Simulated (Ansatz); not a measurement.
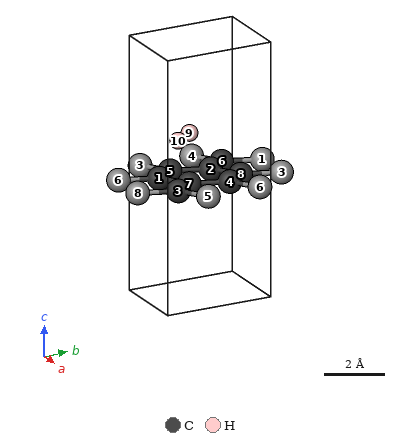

*The structure as given in the input (ball-and-stick view of the cell of the calculation, with the vacuum cut short, seen slightly off an axis; neighbours outside the cell are drawn fainter; atoms are numbered from 1 in the order of the input). An atom can appear more than once, as a periodic image.*

**Run report: C$_{4}$H, single-point calculation**

The run: single-point calculation of C$_{4}$H (slab, 10 atoms in the cell). Method and program: DFT PBE+D3(BJ), scalar-relativistic, plane waves, PAW, PAW set soft_1, no spin polarisation (Ansatz 0.2.0).

The structure derives from an entry of the Crystallography Open Database. Figures and captions count atoms from 1; the log counts them from 0 in places.

**Input file**
```yaml
crystal:
  lattice:
    - [4.9313048818, 0.0, 0.0]
    - [-2.4656524409, 4.2706353015, 0.0]
    - [0.0, 0.0, 18.0000331943]
  atoms:
    - { symbol: C, position: [0.3333333333, 0.1666666667, 0.2222236565] }
    - { symbol: C, position: [0.3333333333, 0.6666666667, 0.2222236565] }
    - { symbol: C, position: [0.8333333333, 0.1666666667, 0.2222236565] }
    - { symbol: C, position: [0.8333333333, 0.6666666667, 0.2222236565] }
    - { symbol: C, position: [0.1666666667, 0.3333333333, 0.2222218124] }
    - { symbol: C, position: [0.1666666667, 0.8333333333, 0.2222218124] }
    - { symbol: C, position: [0.6666666667, 0.3333333333, 0.2222218124] }
    - { symbol: C, position: [0.6666666667, 0.8333333333, 0.2222218124] }
    - { symbol: H, position: [0.6624837469, 0.3375162531, 0.3183345904] }
    - { symbol: H, position: [0.8375162531, 0.1624837469, 0.3183345904] }
basis:
  ecutwfc: 420
kpoints:
  mp_grid: { grid: [6, 6, 1] }
hamiltonian:
  xc: pbe
  pseudopotentials: { kind: paw, azcp: { folder: soft_1 } }
  dispersion: d3bj
scf:
  occupations: { method: gaussian, width: 0.1 }
output:
  forces: true
  eigenvalues: true
  write_density: true
  write_potential: true
  elf: true
  volumetric_format: npy
efield:
  axis: 3
  dipole_correction: true
  ramp_width: 0.04
```

Run on 1 thread of Arm Neoverse V2, 24 GiB of memory available, shared host.

Run as:
```bash
ansatz run input.yaml --threads 1 --pin off --max-ram 3072MiB --backend cpu --events-out ev --progress --plain --runs-dir out
```

**Log**
```
Warning: the atoms were moved onto the symmetric positions of the space group found under crystal.symmetry.tolerance 1.0e-5 (fractional; no operation is sought that the atoms, as they stand in a round, miss by more than twice it, and no atom is moved by as much as it), and the run uses the moved positions. Before a round's move an operation carried an atom to 3.32e-5 Å from where it should land, the largest such distance. Atom 0 (counting from 0) moved farthest, by 1.66e-5 Å; the longest move in fractions of the cell, of whichever atom, is 0.09 of the tolerance, in 1 round. To run the atoms as typed, lower crystal.symmetry.tolerance until the operations that they miss are no longer found, or set crystal.symmetry.detect: false (a key that needs symmetry detection or time reversal refuses this as the deck is read). The positions used, in the order of the run's atom list: position: [0.3333333333, 0.1666666667, 0.22222273445000001]; position: [0.3333333333, 0.6666666667, 0.22222273445000001]; position: [0.8333333333, 0.1666666667, 0.22222273445000001]; position: [0.8333333333, 0.6666666667, 0.22222273445000001]; position: [0.1666666667, 0.3333333333, 0.22222273445000001]; position: [0.1666666667, 0.8333333333, 0.22222273445000001]; position: [0.6666666667, 0.3333333333, 0.22222273445000001]; position: [0.6666666667, 0.8333333333, 0.22222273445000001]; position: [0.6624837469, 0.3375162531, 0.3183345904]; position: [0.8375162531, 0.1624837469, 0.3183345904]; The lattice was moved too: crystal.lattice keeps the space group found at crystal.symmetry.tolerance 1.0e-5 only nearly: the operation that it misses by the most changes a squared length by the fraction 2.23e-11. The run uses the lattice that is a stretch of the typed one, with no rotation, onto the one that keeps every operation to a double's rounding (on a very oblique basis the stretch itself rounds by more); the deck's lattice vector that moved farthest moved by 2.75e-11 Å. To run the lattice as typed, set crystal.symmetry.detect: false, as for the atoms. crystal.lattice made exact, in Å and degrees: [[4.931304881823808, 1.3745272045354223e-11, 0.0], [-2.4656524409, 4.270635301472509, 0.0], [0.0, 0.0, 18.0000331943]]. Pasted over the deck's crystal.lattice, beside positions in fractional coordinates, it runs the same cell (given as lengths and angles, that cell in the form's own orientation, a rigid turn of the misfit's size from the one run here, for which a checkpoint.post_process_only pass over this run's state can be refused: where this run relaxes nothing, give such a pass this deck's own crystal.lattice, as typed; behind a relaxation, as crystal.lattice, the state's own cell, identity.cell in its checkpoint.json), and a matrix so pasted ends this notice, except on a very skew basis of the lattice, where the rounding of the pasted numbers themselves can read as a misfit: the cell is then moved again, and that move is told again. The lattice as run is in this notice's lattice.as_run_ang field (Run.prep()["deck_notices"] in Python, the deck_notice line of an events file, deck_notices of ansatz run --dry-run=json, or deck_notices in record.json in the deck's checkpoint.write directory).
Engine: ansatz 0.2.0, aarch64-unknown-linux-gnu
Pseudopotentials: kind: paw
Pseudopotential: C, paw, valence charge 4, recommended cutoff 420 eV (normal), [file]
Pseudopotential: H, paw, valence charge 1, recommended cutoff 420 eV (normal), [file]
Functional definition: PBE
  parameter kappa = 0.804
  parameter beta = 0.06672455060314922
  exchange = pbe_x(kappa = kappa, mu = beta*pi^2/3)
  correlation = pbe_c(beta = beta)
Crystal: 10 atoms, lattice volume = 379.077 Å³
Basis set: ecut = 420 eV, 7375 PW (Γ), exchange–correlation on 72×72×250 points (8 copies of the dense FFT grid, shifted against one another)
Bands: 27, of which v1, the nominal top of the filled ones, is band 17 counted from 1 (16 counted from 0)
Symmetry: 4 space group operations
Space group: Cmm2 (ITA 35), of the structure as read, at distance tolerance 7.2e-5 Å
k-points: 13 of 36
Non-local potential: C, projectors of the file, l = 0: 2, l = 1: 2, l = 2: 1
Non-local potential: H, projectors of the file, l = 0: 2, l = 1: 1
PAW form: soft (Blöchl's): semilocal exchange-correlation on the pseudo side does not see the compensation charge
PAW one-centre angular grid: C, 110 points (default); XC on 64 Gauss nodes
PAW one-centre angular grid: H, 110 points (default); XC on 64 Gauss nodes
Initial wavefunctions: pseudopotential atomic-orbital guess
Functional: x = pbe(κ = 0.804, μ = 0.2195149727645171), c = pbe(β = 0.06672455060314922)
SCF iter   1: F=—  HF=-2040.401676 eV  |F-HF|=—  |Δ(HF+E_count)|=         —  Δρ=5.59e-2  dr2=1.20e1  ethr=3.10e-3  p=-0.000 e·Å  D=-2.13e-6 V/Å  ΔV_dip=0.00 eV  dr2_dipole=4.41e-2  V_vac-E_F(+/−)=7.43/7.43 eV  ⟨swp⟩=9.2  Hψ=2165  notcnv=0  defer=18
efield: sawtooth ramp at fractional position 0.7503 (placed from the atoms, in the widest stretch of the axis that holds none; the zero of the levels goes with the place), width 0.0400; the density the first Hamiltonian is built on has a dipole p = -0.000 e·Å; the dipole correction subtracts the counter field D = -2.13e-6 V/Å, which shifts the + side's vacuum level by +0.00 eV against the − side's; the planar-averaged density in the ramp window peaks in size at 1.5e-6 e/Å³
preconditioner: auto → LDOS  [insulator: Δε(μ)=0.148 eV  Ē_g=15.574 eV  σ=0.100 eV  W_gap=0.66  n_scr=52 (ndim 8)  ℏωp=11.1 eV  f_vac=0.714  D(μ)=1.80/eV (n_scr^D=4)  ε∞_Penn≈1.5  β→1.0]
SCF iter   2: F=—  HF=-2036.271945 eV  |F-HF|=—  |Δ(HF+E_count)|=    4.13e0  Δρ=1.79e-2  dr2=1.28e0  ethr=3.10e-3  p=-0.285 e·Å  D=-1.36e-1 V/Å  ΔV_dip=2.45 eV  dr2_dipole=1.18e-2  V_vac-E_F(+/−)=5.98/3.53 eV  ⟨swp⟩=4.7  Hψ=1048  notcnv=0  defer=45
preconditioner: auto → Resta (q_TF=auto, 1.825 Å⁻¹)  ε∞=1.7  [insulator: Δε(μ)=0.592 eV  Ē_g=13.655 eV  σ=0.100 eV  W_gap=1.00  n_scr=52 (ndim 8)  ℏωp=11.1 eV  f_vac=0.731  D(μ)=0.00/eV (n_scr^D=0)  ε∞_Penn≈1.7  vacuum switching on, ρ_ref=1.4e-2 e/Å³  β→0.5]
SCF iter   3: F=—  HF=-2036.035937 eV  |F-HF|=—  |Δ(HF+E_count)|=   2.36e-1  Δρ=6.79e-3  dr2=2.57e-1  ethr=3.10e-3  p=-0.121 e·Å  D=-5.79e-2 V/Å  ΔV_dip=1.04 eV  dr2_dipole=7.39e-3  V_vac-E_F(+/−)=5.52/4.48 eV  ⟨swp⟩=2.9  Hψ=775  notcnv=0  defer=50
SCF iter   4: F=—  HF=-2035.976017 eV  |F-HF|=—  |Δ(HF+E_count)|=   5.99e-2  Δρ=2.31e-3  dr2=9.59e-3  ethr=7.54e-4  p=-0.170 e·Å  D=-8.10e-2 V/Å  ΔV_dip=1.46 eV  dr2_dipole=2.26e-5  V_vac-E_F(+/−)=5.73/4.27 eV  ⟨swp⟩=2.2  Hψ=558  notcnv=0  defer=50
SCF iter   5: F=—  HF=-2035.986106 eV  |F-HF|=—  |Δ(HF+E_count)|=   1.01e-2  Δρ=4.22e-4  dr2=1.85e-3  ethr=2.82e-5  p=-0.179 e·Å  D=-8.56e-2 V/Å  ΔV_dip=1.54 eV  dr2_dipole=2.16e-4  V_vac-E_F(+/−)=5.70/4.16 eV  ⟨swp⟩=2.5  Hψ=579  notcnv=0  defer=50
SCF iter   6: F=—  HF=-2035.985740 eV  |F-HF|=—  |Δ(HF+E_count)|=   3.65e-4  Δρ=1.64e-4  dr2=1.33e-4  ethr=5.46e-6  p=-0.172 e·Å  D=-8.21e-2 V/Å  ΔV_dip=1.48 eV  dr2_dipole=2.28e-6  V_vac-E_F(+/−)=5.67/4.19 eV  ⟨swp⟩=2.6  Hψ=514  notcnv=0  defer=50
SCF iter   7: F=—  HF=-2035.985723 eV  |F-HF|=—  |Δ(HF+E_count)|=   1.75e-5  Δρ=6.54e-5  dr2=1.96e-5  ethr=3.90e-7  p=-0.173 e·Å  D=-8.26e-2 V/Å  ΔV_dip=1.49 eV  dr2_dipole=1.58e-6  V_vac-E_F(+/−)=5.67/4.19 eV  ⟨swp⟩=2.0  Hψ=535  notcnv=0  defer=50
SCF iter   8: F=—  HF=-2035.985625 eV  |F-HF|=—  |Δ(HF+E_count)|=   9.72e-5  Δρ=1.37e-5  dr2=1.79e-6  ethr=5.76e-8  p=-0.172 e·Å  D=-8.23e-2 V/Å  ΔV_dip=1.48 eV  dr2_dipole=3.16e-7  V_vac-E_F(+/−)=5.67/4.19 eV  ⟨swp⟩=2.2  Hψ=490  notcnv=0  defer=50
SCF iter   9: F=—  HF=-2035.985626 eV  |F-HF|=—  |Δ(HF+E_count)|=   3.22e-7  Δρ=9.31e-6  dr2=5.08e-7  ethr=5.25e-9  p=-0.173 e·Å  D=-8.24e-2 V/Å  ΔV_dip=1.48 eV  dr2_dipole=1.03e-8  V_vac-E_F(+/−)=5.67/4.19 eV  ⟨swp⟩=2.1  Hψ=473  notcnv=0  defer=50
SCF iter  10: F=-2035.985626 eV  HF=-2035.985626 eV  |F-HF|=3.65e-8  |Δ(HF+E_count)|=   9.06e-8  Δρ=1.64e-6  dr2=9.95e-9  ethr=2.94e-10  p=-0.173 e·Å  D=-8.24e-2 V/Å  ΔV_dip=1.48 eV  dr2_dipole=5.50e-10  V_vac-E_F(+/−)=5.67/4.19 eV  ⟨swp⟩=23.7  Hψ=3707  notcnv=0
SCF 1 converged in 10 iterations: F = -2035.985626 eV  dr2 = 9.95e-9
  greatest PAW one-centre occupation: 0.676 electrons in one spin orbital (limit 2), on the C atom at site 6 (counted from 0), in its partial waves of l = 0
```

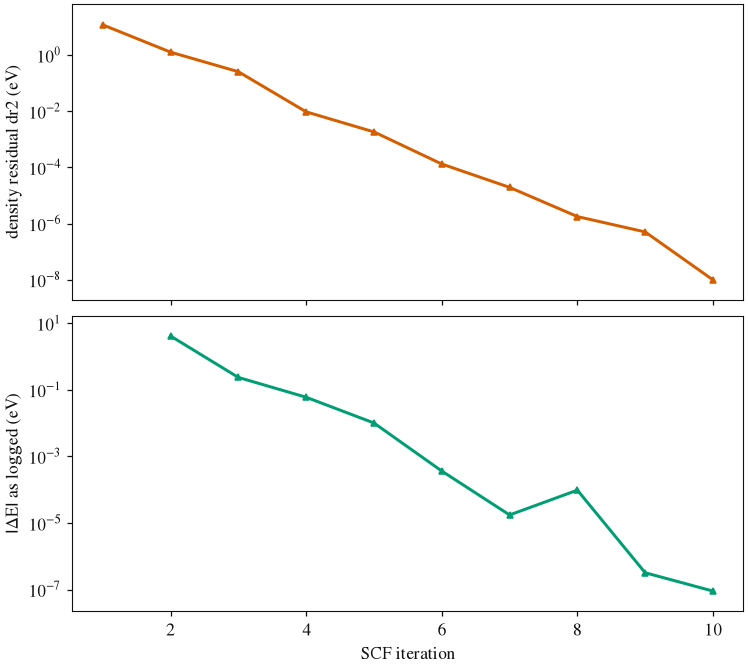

*Convergence of the self-consistent field: density residual dr2 and size of the energy change against the SCF iteration.*

The residual falls at every step.

```
WARN: The output density's exchange-correlation potential varies sharply where the density is thin. Do not read a vacuum level from v_tot or v_xc, or from such a field of the output density. On a cell that repeats whose density bears no net charge and no dipole along the vacuum's axis use v_es (v_loc + v_h of the components); under efield.dipole_correction with no amplitude use v_es + v_field, which holds any external_charges[].barrier, or the levels of the report's work_function block, which leave it out; under a non-zero efield.amplitude the vacuum is tilted and has no level; on a cell that repeats and bears such a dipole with no correction it is tilted too, and efield.dipole_correction with no amplitude gives each side of its ramp a level where efield: is served; in a cell that repeats whose density bears a net charge (total_charge, or a fill off its count) it is curved and has none; of a slab under crystal.periodic whose density bears no net charge use v_es, which has a level on each side, short of where the two are joined; of another it falls or rises all the way out and has none; of a slab beside external_charges read slab_vacuum_level instead, which it has where they leave it neutral. The grid or the basis barely resolves most such structure, and the values can differ between equally converged runs; as a rule a tighter scf.convergence.dr2_threshold does not remove it. Where the density itself ripples (under the LDA too) a higher basis.ecutwfc lessens it. The files hold the spikes' plane waves up to the density's cutoff. Files: v_tot_of_output_density and the like, and their columns of v_z.tsv (output.write_potential); v_xc_of_output_density and the like, and their columns of v_comp_z.tsv (output.write_potential_components). Measured: with its Gaussian average of σ = 0.25 Å subtracted twice, the exchange-correlation potential is over 0.1 eV at 221 of the grid points where the equally averaged density (valence and model cores) is under 1e-3 e/Å³, and 0.206 eV at the most among them, at an averaged density of 9.5e-4 e/Å³. The input density's (outcome.potential() and, of a run that writes arrays, v_tot and v_xc) is over 0.1 eV, so measured, at 207 points of its own thin density, 0.207 eV at the most. See output.write_potential in the manual, Limitations
SCF converged after 10 iterations
Free energy (F): -2035.985626 eV
Harris-Foulkes:  -2035.985626 eV  (|F-HF|=3.65e-8)
Internal energy: -2035.985525 eV  (E = F + TS)
E sigma→0 (E₀):  -2035.985576 eV
Entropy (-TS):   -0.000100 eV (-0.010 meV/atom)
Fermi energy:    -2.583335 eV
Dipole field:    D = -0.082452 V/Å  (p = -0.172731 e·Å, saw-weighted, corrected)
Work function:   Φ+ = 5.6726 eV   Φ− = 4.1886 eV
Levels:          The Fermi level and band energies are counted from a zero that moves with the ramp; work functions are not
--- Per-component energies (eV) ---
  E_band       = -397.349451
  E_kinetic    = 731.273401
  E_local      = -12465.884353  (includes V_loc(G=0)·N_el)
  E_nonlocal   = 188.868709
  E_hartree    = 5848.499700
  E_xc         = -391.247926
  E_vxc        = -482.762646  (∫ρ·V_xc dr)
  E_paw        = -801.573808  (= ΣΔE_a)
  E_vpaw       = -63.718747  (= ΣTr[D̂ρ^β])
  E_aug_tail   = -0.001311  (compensation charges beyond the density's cutoff)
  E_efield     = 0.007121  (sawtooth field / dipole correction)
  E_vefield    = -2.125419  (∫n·V_field dr)
  E_ewald      = 4854.977955
  E_disp       = -0.905015  (pairwise vdW)
  E_smearing   = -0.000100  (= −TS)
  E_closure    = 0.000000  (closes the sum)
  Σ components = -2035.985626   (vs F -2035.985626, Δ=0.00e0)
--- Forces (eV/Å), atoms counted from 1 ---
  atom   1  C      0.04168700     0.01720591    -0.44012245
  atom   2  C     -0.12310040     0.07107205     0.22629599
  atom   3  C      0.73957019    -0.42699105    -0.89956289
  atom   4  C      0.00594274    -0.04470496    -0.44012245
  atom   5  C     -0.04168700    -0.01720591    -0.44012245
  atom   6  C      0.12310040    -0.07107205     0.22629599
  atom   7  C     -0.73957019     0.42699105    -0.89956289
  atom   8  C     -0.00594274     0.04470496    -0.44012245
  atom   9  H      2.74170966    -1.58292681     1.55356242
  atom  10  H     -2.74170966     1.58292681     1.55356242
  max |Σ_I F_I| component: 1.01e-4 eV/Å
--- Band table (eV; the first three rows and the last of 13) ---
  k-point 0: bands = ["-22.4851", "-17.3121", "-17.2474", "-17.1778", "-16.2021", "-16.1784", "-16.1635", "-11.0629", "-9.3735", "-9.3535", "-9.3346", "-6.5113", "-5.9644", "-5.9632", "-5.8029", "-5.2501", "-3.4015", "-2.1835", "-1.2839", "-1.1638", "1.0189", "1.7748", "2.4049", "2.8120", "3.8869", "4.3905", "4.4762"]
  k-point 1: bands = ["-22.3213", "-18.5054", "-17.6357", "-17.6311", "-15.5254", "-15.5230", "-14.6813", "-10.8824", "-9.8403", "-9.8379", "-9.1905", "-6.9493", "-6.6170", "-6.3025", "-5.9058", "-5.6301", "-3.4603", "-1.7234", "-0.8999", "-0.4720", "1.2247", "1.7240", "2.6315", "3.0002", "4.1051", "4.5623", "4.6886"]
  k-point 2: bands = ["-21.8319", "-19.8980", "-18.0497", "-18.0479", "-14.3600", "-14.3556", "-12.5810", "-10.9945", "-10.9862", "-10.3539", "-8.7161", "-8.2817", "-8.0184", "-7.0962", "-6.0744", "-5.9826", "-3.3869", "-1.1889", "-0.3468", "0.7153", "1.8684", "2.2843", "3.3097", "3.4341", "4.4198", "4.7292", "4.7981"]
  k-point 12: bands = ["-21.0508", "-20.9883", "-18.2444", "-18.1468", "-13.5259", "-13.4515", "-11.9177", "-11.8632", "-10.3732", "-10.3661", "-9.6996", "-9.0244", "-7.9853", "-7.9730", "-6.5048", "-5.6420", "-2.8926", "-1.7203", "-0.1059", "0.8072", "2.9724", "3.0850", "3.9983", "4.2472", "4.3976", "4.4702", "4.6021"]
```

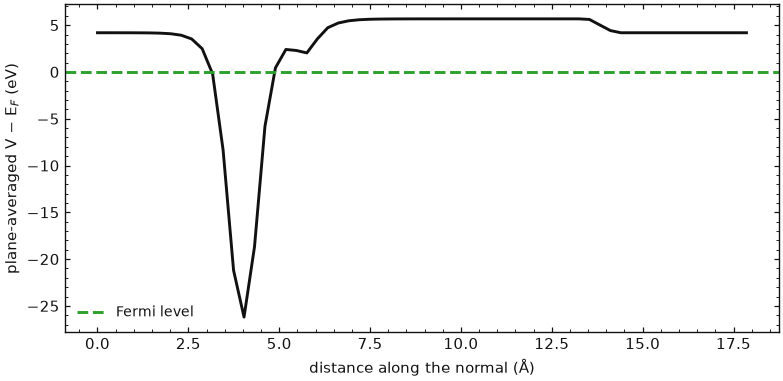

*Plane average of the electrostatic potential energy of an electron across the cell, from the Fermi level.*

The vacuum level lies 5.67 eV above the Fermi level on the upper side and 4.19 eV on the lower.

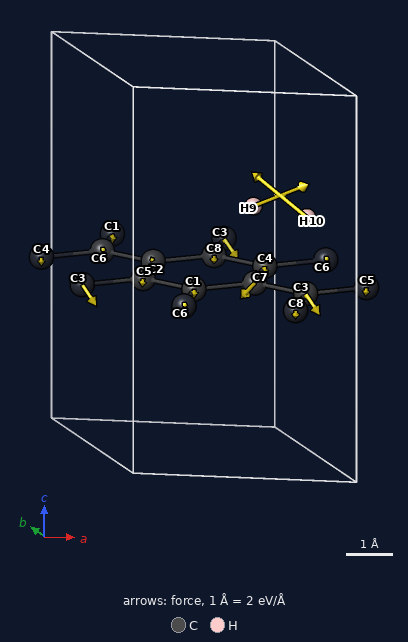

*Forces on the atoms as yellow arrows (ball-and-stick view of the cell of the calculation, with the vacuum cut short, seen slightly off an axis; neighbours outside the cell are drawn fainter; atoms are numbered from 1 in the order of the input).*

The largest act on H9, H10 (3.53 eV/Å); C3, C7 (1.24 eV/Å). The geometry is not a stationary point of this energy.

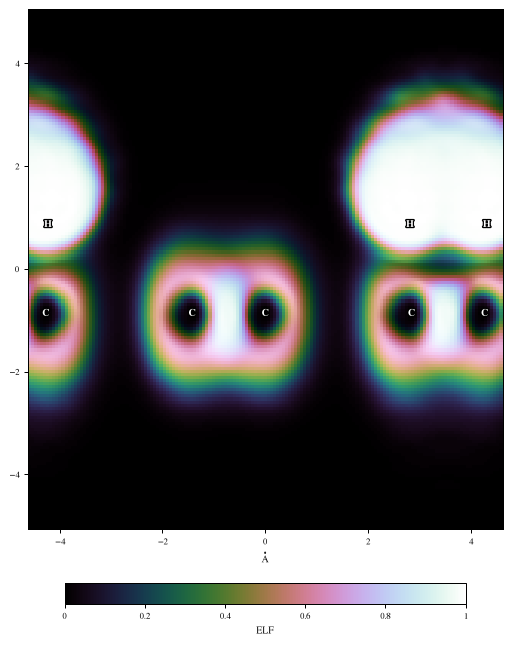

*Electron localisation function on the (110) plane of the calculation cell, a cut from vacuum to vacuum.*

Atoms in the plane: C and H. In a PAW calculation such maps are meaningful between the atoms, not at the nuclei.

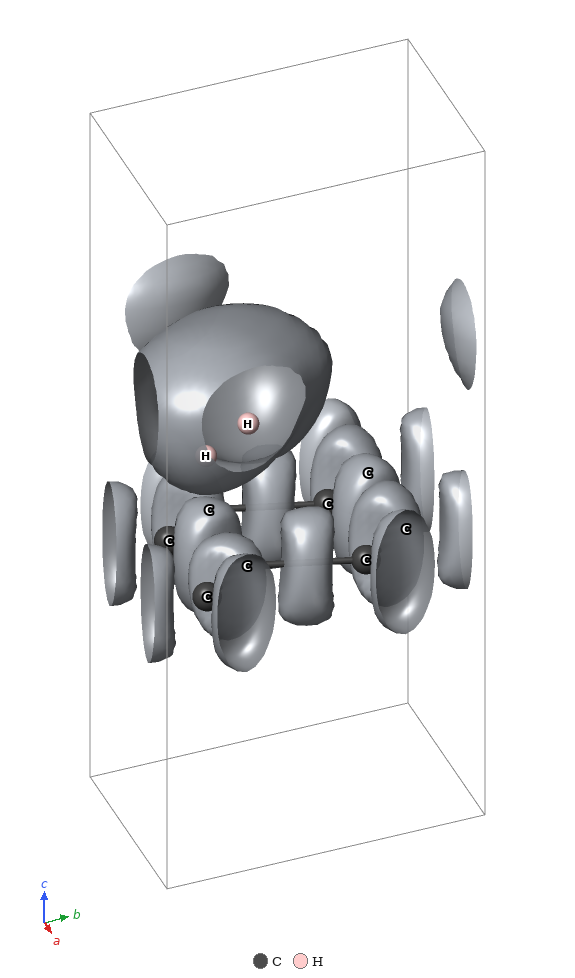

*Isosurface of the ELF at 0.75 (grey), seen slightly off an axis. Only the valence region is drawn (cores and ρ < 0.01 e/Å³ removed). Sticks mark near contacts.*

Profiles from the grid: C–C (1.42 Å): the ELF peaks at about 0.95 between the atoms (a covalent bond).

**Summary**

| quantity | value |
| --- | --- |
| outcome | converged |
| electrons treated | 34 |
| free energy | −2035.9856 eV |
| work function, top face | 5.67 eV |
| work function, bottom face | 4.19 eV |
| Fermi energy | −2.583 eV |
| gap on the k-point mesh | 0.44 eV |
| work function (upper face) | 5.67 eV |
| largest force (length of the vector) | 3.526 eV/Å |
| wall time | 15 s |
| peak memory | 0.47 GiB |

Warnings of the run: the structure was made exactly symmetric; the exchange-correlation potential is rough where the density is thin.
